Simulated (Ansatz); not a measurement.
```yaml
crystal:
  lattice:
    - [0.03921, -0.03151, 3.87711]
    - [2.01723, -3.49433, 0.05019]
    - [4.09888, 0.03719, 0.04197]
  atoms:
    - { symbol: Cd, position: [0.62621, 0.95258, 0.08279] }
    - { symbol: S, position: [0.25079, 0.71409, 0.58387] }
```

Space group P1; a structure from a database of computed crystals, not necessarily the ambient phase; changed on purpose from its base cell (all atoms moved at random, sigma 0.4 A a component, cell strained at random, sigma 0.01); not relaxed (largest force 1.8 eV/Å); computed pressure about −3 GPa in this cell.

The calculation used DFT PBE+D3(BJ), scalar-relativistic, plane waves, PAW in Ansatz.

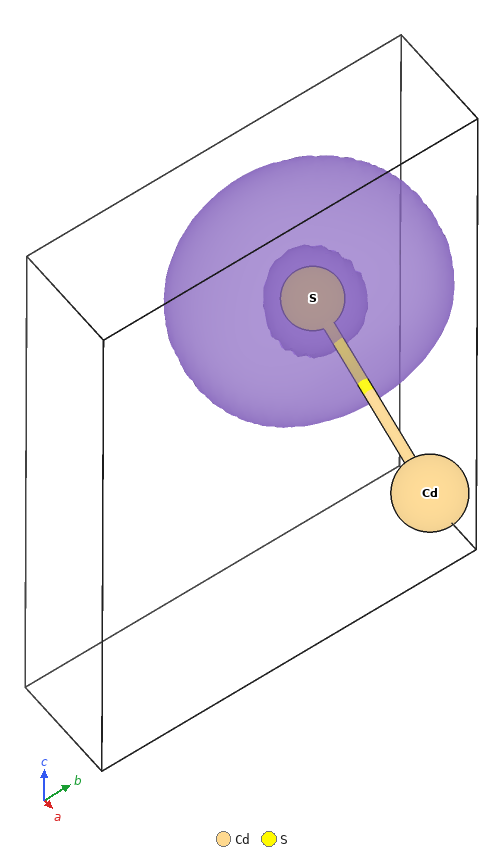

CdS. Isosurface of the ELF at 0.65 (purple), seen slightly off an axis. Core shells and regions of very low density are left out. Sticks mark near contacts.

**Identify the bonds, lone pairs and shells in this picture.**

At this value the surface marks out one region wrapped around S (its valence shell), counted in one cell of 2 atoms. Regions shared between cells count once. Profiles from the grid: Cd–S (2.29 Å): the ELF peaks at about 0.85 in the valence shell of S, 0.8 Å from its nucleus, and is about 0.35 at the midpoint.

**Does the calculation make it a metal, or give it a gap?**

It is metallic or semimetallic at this level of theory: no gap opens.
